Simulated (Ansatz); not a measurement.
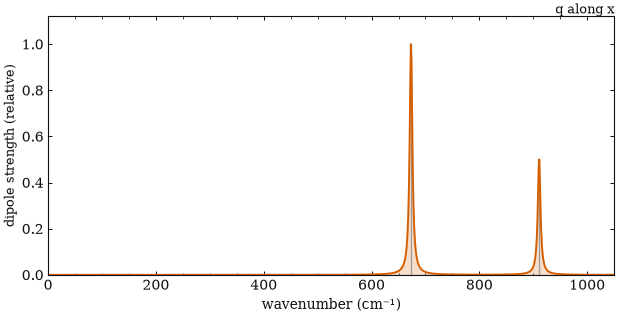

The figure shows the polar optical modes, transverse and longitudinal, approaching the zone centre along x for AlN, space group F-43m (No. 216). Lines are broadened by Lorentzians of 6 cm⁻¹ full width; the spectrum is scaled to its strongest line.

Starting cell:
```
CELL_PARAMETERS angstrom
0.00000 2.16438 2.16438
2.16438 0.00000 2.16438
2.16438 2.16438 0.00000
ATOMIC_POSITIONS crystal
Al 0.00000 0.00000 0.00000
N 0.75000 0.75000 0.75000
```

Computed with Ansatz 0.2.0: optical phonons of an insulator on the approach to the zone centre along x, y and z with the field of polar modes, imaginary frequencies are negative, field response on a mesh refined by the program; plane waves with PAW datasets. Level: LDA, no spin polarisation.

- wave cutoff: 420 eV
- k mesh: 10×10×10
- occupations: fixed
- pressure: 2 GPa

### Which of the stronger lines are transverse and which longitudinal?

The transverse (TO, twofold) lines lie at 673.1 and the longitudinal (LO) ones at 910.8 cm⁻¹, the same along x, y and z by the cubic symmetry.
